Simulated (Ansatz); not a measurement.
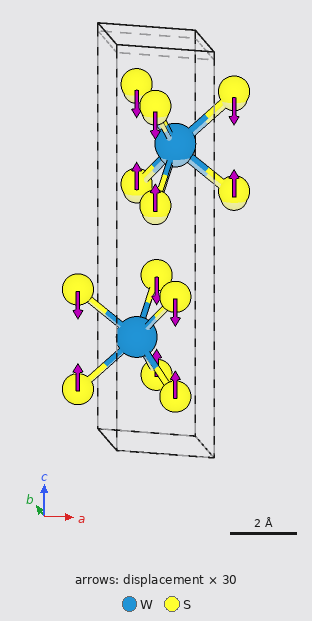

Solid WS$_{2}$ (built on the 2H (MoS2) bulk type), drawn pale, and a changed version of it, drawn solid. The purple arrows show how the atoms are displaced (without the part that the change of the cell carries along), magnified 30 times. Besides, the cell is strained by +2.0 % along c and none across it (volume +2.0 %). A ball-and-stick model of the cell of the calculation, seen slightly off an axis.

The calculation used Ansatz 0.2.0, DFT, PBE, plane waves, PAW. Settings: plane-wave cutoff 420 eV; k-point mesh 12 × 12 × 2; occupations fermi dirac; smearing width 0.02 eV; no spin polarisation.

Question: Describe the displacements and the computed response.

Answer: The S atoms are displaced by 0.03 Å relative to the cell. No relaxation follows. The space group stays P6_3/mmc (No. 194). Energy change: −4.7 meV per atom. The pressure goes from 3.3 to 2.9 GPa. The principal stresses (compression positive) are 3.4 GPa along c and 2.6 GPa across it. The largest forces, 0.19 eV/Å, act on 4 S atoms of the calculation's cell. The band gap: 1.04 eV before, 1.14 eV after.

Limits of the set-up: layers or molecules are held without a dispersion correction, so their spacing is unreliable.
